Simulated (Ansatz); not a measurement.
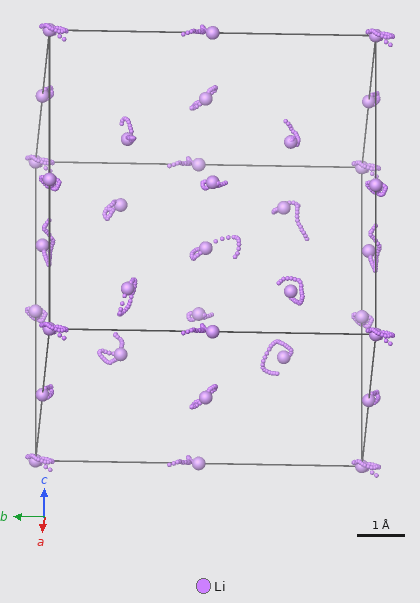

First-principles dynamics of a 16-atom cell of Li, 120 fs long. The cell was cut from the bcc crystal. Dots mark each atom's position at evenly spaced times, in the colour of its element; spheres stand at the starting positions. Seen from a free direction in the simulation cell.

Theory: DFT PBEsol, scalar-relativistic, plane waves, PAW in Ansatz. Run with plane-wave cutoff 420 eV; k-point mesh 3 × 3 × 3; Fermi-Dirac smearing 0.16 eV; Langevin thermostat (NVT); set temperature 300 K, then to 1800 K over 120 steps; time step 1 fs; friction 0.02 per fs.

Input file:
```yaml
crystal:
  lattice:
    - [6.98, 0.0, 0.0]
    - [0.0, 6.98, 0.0]
    - [0.0, 0.0, 6.98]
  atoms:
    - { symbol: Li, position: [0.0, 0.0, 0.0] }
    - { symbol: Li, position: [0.5, 0.0, 0.0] }
    - { symbol: Li, position: [0.0, 0.5, 0.0] }
    - { symbol: Li, position: [0.0, 0.0, 0.5] }
    - { symbol: Li, position: [0.25, 0.25, 0.25] }
    - { symbol: Li, position: [0.5, 0.5, 0.0] }
    - { symbol: Li, position: [0.5, 0.0, 0.5] }
    - { symbol: Li, position: [0.75, 0.25, 0.25] }
    - { symbol: Li, position: [0.0, 0.5, 0.5] }
    - { symbol: Li, position: [0.25, 0.75, 0.25] }
    - { symbol: Li, position: [0.25, 0.25, 0.75] }
    - { symbol: Li, position: [0.5, 0.5, 0.5] }
    - { symbol: Li, position: [0.75, 0.75, 0.25] }
    - { symbol: Li, position: [0.75, 0.25, 0.75] }
    - { symbol: Li, position: [0.25, 0.75, 0.75] }
    - { symbol: Li, position: [0.75, 0.75, 0.75] }
basis:
  ecutwfc: 420.0
kpoints:
  mp_grid: { grid: [3, 3, 3] }
hamiltonian:
  xc: pbesol
scf:
  occupations: { method: fermi_dirac, width: 0.16 }
  lower_state_search: "off"
md:
  timestep: 1
  n_steps: 120
  ensemble: nvt_langevin
  temperature: 300.0
  initial_velocities: maxwell_boltzmann
  seed: 777236
  friction: 0.02
  temperature_schedule: [{ n_steps: 120, end_temperature: 1800.0 }]
```

Run as
```bash
ansatz run input.yaml --threads 1 --pin off --max-ram 3072MiB --backend cpu --events-out ev --progress --plain --runs-dir out
```

Describe the motion.

Answer. Root-mean-square distances from the starting positions over the second half, with the common drift of all atoms taken out: Li 0.45 Å. Against the typical shortest distance between atoms in the first frame, about 3.0 Å these are large excursions, but over 120 fs one can't yet tell strong vibration from the start of diffusion.

The run took 21 min on 1 thread of Arm Neoverse V1, on a shared host, peak memory 0.56 GiB.
